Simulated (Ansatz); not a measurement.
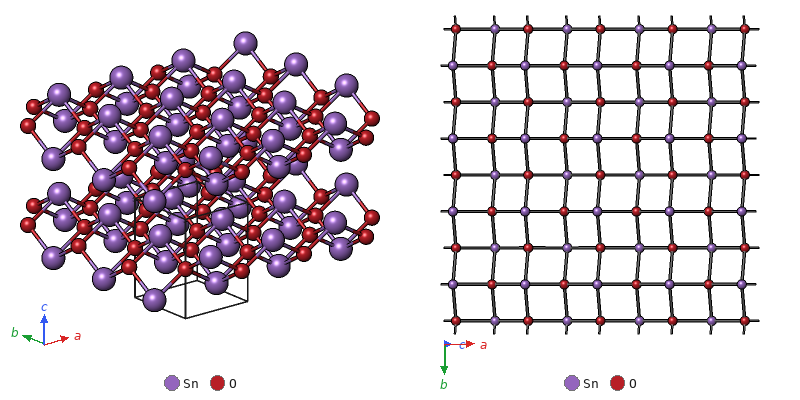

Left: the structure. Right: its underlying net. Nodes are coloured by element. One layer is drawn. Edges to nodes outside the piece are drawn as stubs.

SnO (space group P4/nmm, No. 129). Coordinates: coordinates from a relaxation with Ansatz, DFT PBE, scalar-relativistic, plane waves, PAW.

Bonds are taken as O–Sn below 2.5 Å. Atoms with one bond or none are removed and atoms with two bonds are replaced by edges, until no such atom is left.

The result is a uninodal 4-connected, two-periodic (layers) net: Sn and O are 4-connected nodes. It is the sql net, known from the square lattice. The layers lie parallel to (001).

```
    node  links  point symbol  coordination sequence
Sn and O      4         4⁴·6²  4 8 12 16 20 24 28 32
```
